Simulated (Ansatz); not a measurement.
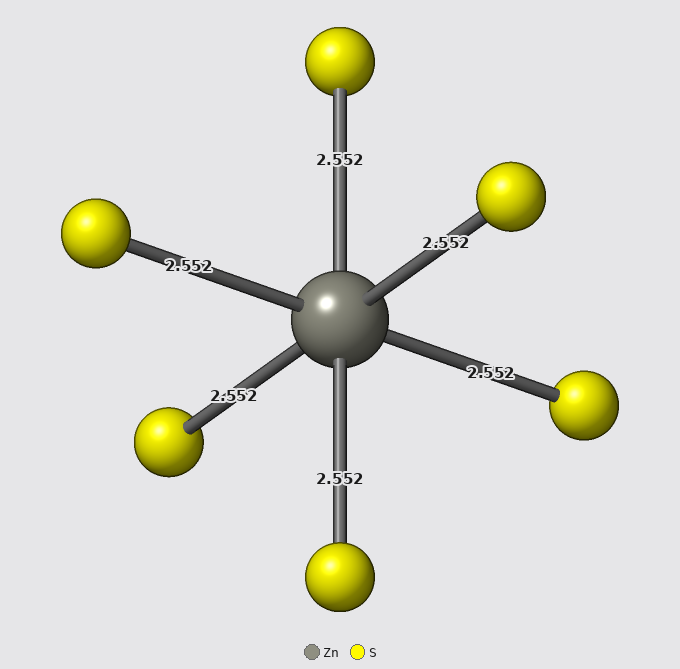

The surroundings of site Zn1 (at 0.000, 0.000, 0.000) in ZnS (Fm-3m, No. 225), with bond lengths in Å.

Origin of the cell: the end point of a relaxation with Ansatz 0.2.0, DFT, PBE, plane waves, PAW; the starting structure was generated, so it need not be a known form of this composition.

```xyz
8
Lattice="5.1038 0.0000 0.0000 0.0000 5.1038 0.0000 0.0000 0.0000 5.1038" Properties=species:S:1:pos:R:3 pbc="T T T"
Zn    0.0000    0.0000    0.0000
S     2.5519    0.0000    0.0000
Zn    0.0000    2.5519    2.5519
S     2.5519    2.5519    2.5519
Zn    2.5519    0.0000    2.5519
S     0.0000    0.0000    2.5519
Zn    2.5519    2.5519    0.0000
S     0.0000    2.5519    0.0000
```

Bond valence s = exp((R0 − d)/b), R0 fitted to published crystal structures with b = 0.37 Å; R0 in Å: Zn2+–S 2.088.

> Calculate the bond-valence sum of Zn1 from the bonds drawn.

6 × 0.285 = 1.71 v.u., against a formal valence of 2: underbonded (bonds long for this ion) by 0.29.

> And over the whole structure?

```
site              x, y, z  formal valence  bond-valence sum  difference
 Zn1  0.000, 0.000, 0.000              +2              1.73       -0.27
  S1  0.500, 0.000, 0.000              −2              1.73       -0.27
```

These sums include all anions within 5 Å. The global instability index (root mean square of the differences over all atoms) is 0.27 v.u.: above 0.2, which by the usual rule of thumb marks a strained structure. Cells relaxed with PBE tend to have slightly long bonds, which lowers the sums.
